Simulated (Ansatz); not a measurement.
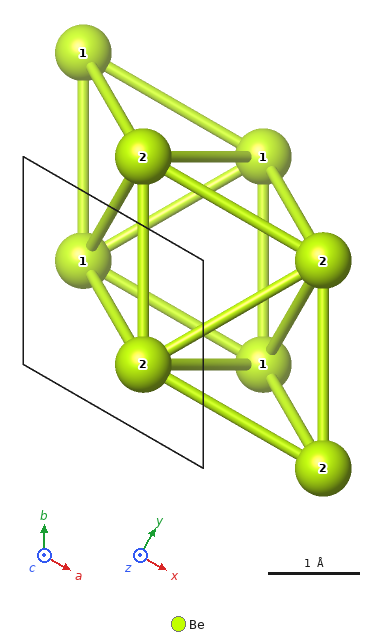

Solid Be (P6_3/mmc): the cell is strained equally along x and y and separately along z, with the atoms kept at their fractional coordinates. x, y and z are the Cartesian axes of the input. The picture shows the reference cell. The picture is a ball-and-stick view of the cell of the calculation, repeated 2 × 2 × 1 with one cell outlined, seen along the c axis.

These are results of DFT PBEsol, scalar-relativistic, plane waves, PAW (Ansatz), not measurements. (plane-wave cutoff 420 eV; k-point mesh 24 × 24 × 14; occupations gaussian; smearing width 0.15 eV; no spin polarisation). Energies (free energies at the smearing named) are counted from the cell as listed in its source, which wasn't relaxed.

Input file:
```yaml
crystal:
  lattice:
    - [2.2995019849, 0.0, 0.0]
    - [-1.1497509925, 1.991427135, 0.0]
    - [0.0, 0.0, 3.6009]
  atoms:
    - { symbol: Be, position: [0.3333333333, 0.6666666667, 0.25] }
    - { symbol: Be, position: [0.6666666667, 0.3333333333, 0.75] }
basis:
  ecutwfc: 420
kpoints:
  mp_grid: { grid: [24, 24, 14] }
hamiltonian:
  xc: pbesol
scf:
  occupations: { method: gaussian, width: 0.15 }
output:
  forces: true
  stress: true
  eigenvalues: true
  write_density: true
  write_potential: true
  elf: true
  volumetric_format: npy
```

Launched with:
```bash
ansatz run input.yaml --threads 1 --pin off --max-ram 2560MiB --backend cpu --events-out ev --progress --plain --runs-dir out
```

### What energies does the calculation give on a grid with rows −0.030, −0.015, 0.000, 0.015, 0.030 and columns −0.030, −0.015, 0.000, 0.015, 0.030 (strain along x and y; strain along z)?

Rows: strain along x and y; columns: strain along z; values in meV/atom.

```csv
,−0.030,−0.015,0.000,0.015,0.030
−0.030,−2.2,−5.2,−3.8,1.7,10.9
−0.015,−4.6,−7.4,−5.8,−0.1,9.3
0.000,0.4,−1.9,0.0,5.8,15.3
0.015,12.0,10.4,12.7,18.7,28.3
0.030,29.5,28.5,31.4,37.8,47.6
```

In pairs of (strain along x and y; strain along z): the lowest computed point lies at (−0.015, −0.015) (−7.4 meV/atom), the highest at (0.030, 0.030) (47.6 meV/atom).  Over the ranges scanned the energy rises more along the first axis, the in-plane strain. The pressure runs from −13.7 GPa at (0.030, 0.030) to 5.5 GPa at (−0.030, −0.030).
